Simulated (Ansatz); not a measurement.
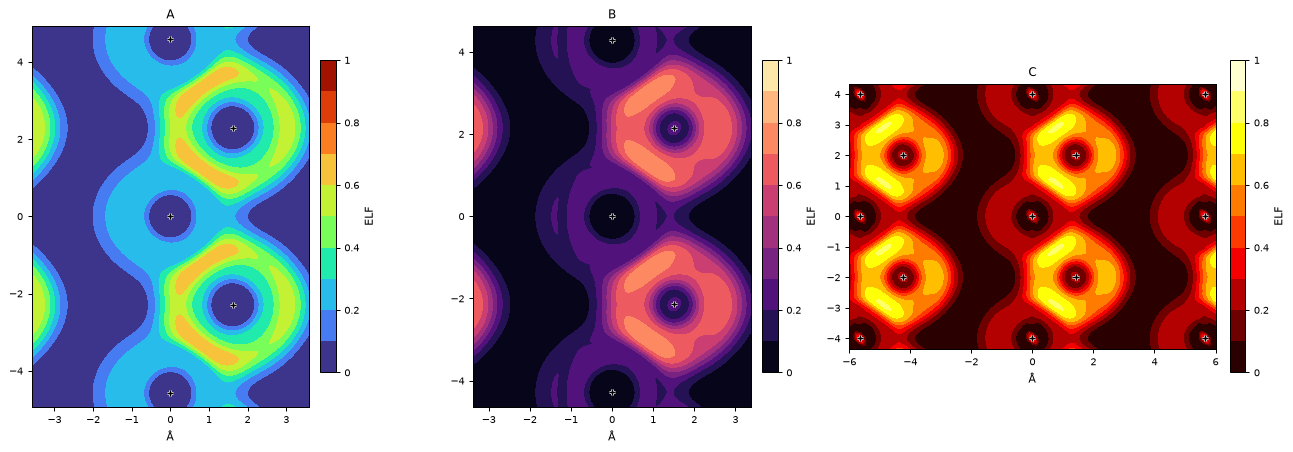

The ELF of 3 systems, each on a plane through atoms (crosses mark nuclei in the plane).

Computed with DFT HSE06, spin-orbit coupling, plane waves, PAW in Ansatz 0.2.0.

System 1: GaAs, the (011) plane of the conventional cell. Space group F-43m; a generated structure, not necessarily the stable one.

System 2: InSb, the (011) plane of the conventional cell. Space group F-43m; a generated structure, not necessarily the stable one.

```
In Sb
1.0
     6.47940    0.00000    0.00000
     0.00000    0.00000   -6.47940
     0.00000    6.47940    0.00000
In Sb
4 4
Cartesian
  3.2397 0.0000 -3.2397
  0.0000 3.2397 -3.2397
  0.0000 0.0000 0.0000
  3.2397 3.2397 0.0000
  1.6199 1.6199 -4.8596
  4.8596 4.8596 -4.8596
  4.8596 1.6199 -1.6199
  1.6199 4.8596 -1.6199
```

System 3: InAs, the (110) plane of the conventional cell. Space group F-43m; a generated structure, not necessarily the stable one.

### Which map belongs to which system?

Panel A is system 2, InSb: the plane holds In and Sb. In–Sb (2.81 Å): the ELF peaks at about 0.70 between the atoms. Panel B is system 3, InAs: the plane holds In and As. In–As (2.62 Å): the ELF peaks at about 0.75 between the atoms, as expected for localised, covalent bonding. Panel C is system 1, GaAs: the plane holds Ga and As. Ga–As (2.45 Å): the ELF peaks at about 0.80 between the atoms, as expected for a covalent bond.
